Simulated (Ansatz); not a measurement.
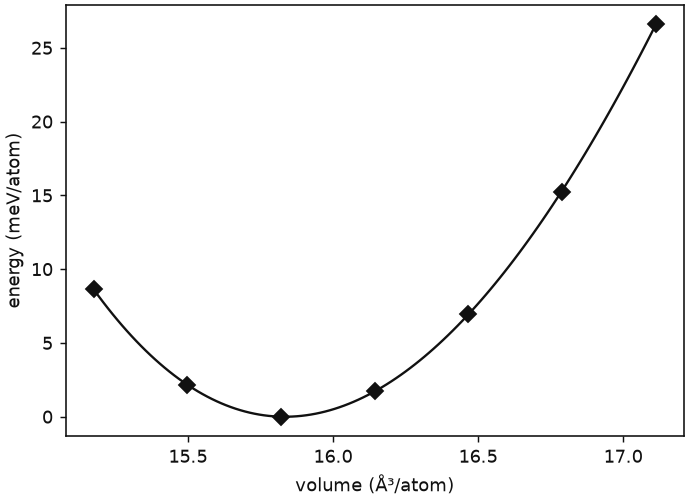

The plot gives the computed energy against volume.

Calculation (Ansatz 0.2.0): all-electron LAPW DFT, no spin polarisation; energies at scaled volumes of the given cell, shape and fractions fixed, counted from the fit's minimum, third-order Birch-Murnaghan fit. Level: PBEsol.

**For which of these solids was it computed?**
A. P, R-3m (No. 166)
B. Cd, P6_3/mmc (No. 194)
C. Pb, Im-3m (No. 229)
D. C, P6_3/mmc (No. 194)

A, P: energy from 0.00 meV/atom to 26.58 meV/atom, V0 15.83 Å³/atom, B0 93.9 GPa. The others give: Pb, energy from 0.11 meV/atom to 42.77 meV/atom, V0 29.65 Å³/atom, B0 48.9 GPa; C, energy from 0.44 meV/atom to 33.02 meV/atom, V0 5.63 Å³/atom, B0 451 GPa; Cd, energy from 0.30 meV/atom to 27.60 meV/atom, V0 20.93 Å³/atom, B0 57.9 GPa.

For C, limits of the calculation: shape and atomic fractions are frozen while scaling, which makes layered, chain and framework solids too stiff.

For Cd, limits of the calculation: shape and atomic fractions are frozen while scaling, which makes layered, chain and framework solids too stiff.

For P, limits of the calculation: shape and atomic fractions are frozen while scaling, which makes layered, chain and framework solids too stiff.

For Pb, limits of the calculation: spin-orbit coupling left out, heavy elements.
